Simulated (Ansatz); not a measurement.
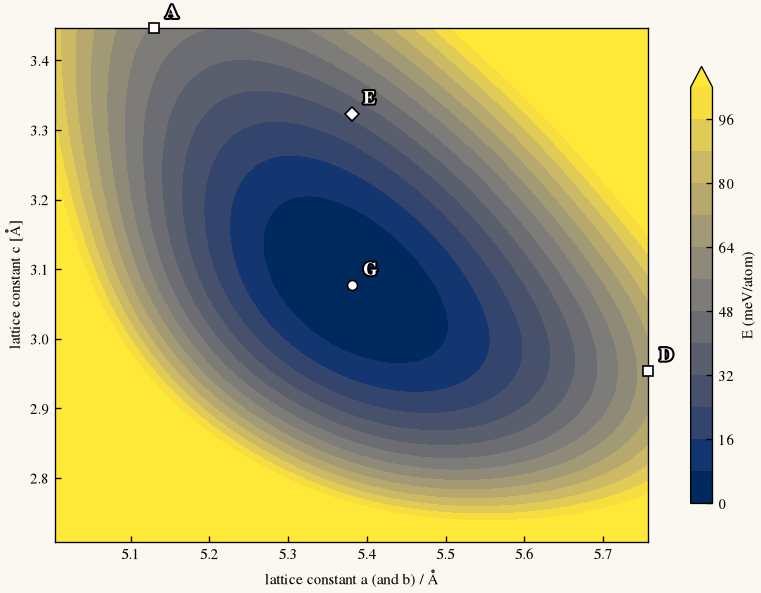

GaSb (I-4m2, No. 119; 2 atoms in the cell). The energy is mapped over the lattice constants a and c of the conventional cell. Coordinates scanned: (1) lattice constant a (and b); (2) lattice constant c. Nothing is relaxed (symmetry fixes all fractional coordinates). Grid: 7 × 7 points. Points are written as (first, second). Energies: meV/atom, counted from the lowest grid point. Method: DFT LDA, scalar-relativistic, plane waves, PAW (Ansatz 0.2.0). Settings: cutoff 420 eV, k-mesh 16×16×16, gaussian smearing 0.15 eV, no spin polarisation.

In the figure: filled contours, one colour for all values above the top of the scale, lettered points. Between grid points the surface is interpolated.

Q: Rank the lettered points by energy, lowest first.

A: G (0 meV/atom), E (34 meV/atom), A (55 meV/atom), D (69 meV/atom).

Q: What kind of point is each of E, G: minimum, saddle, maximum or slope?

A: E: on a slope; G: minimum. (In these two coordinates alone; a stationary point may lie a little off the grid point.)

PAW datasets: the set soft_1.
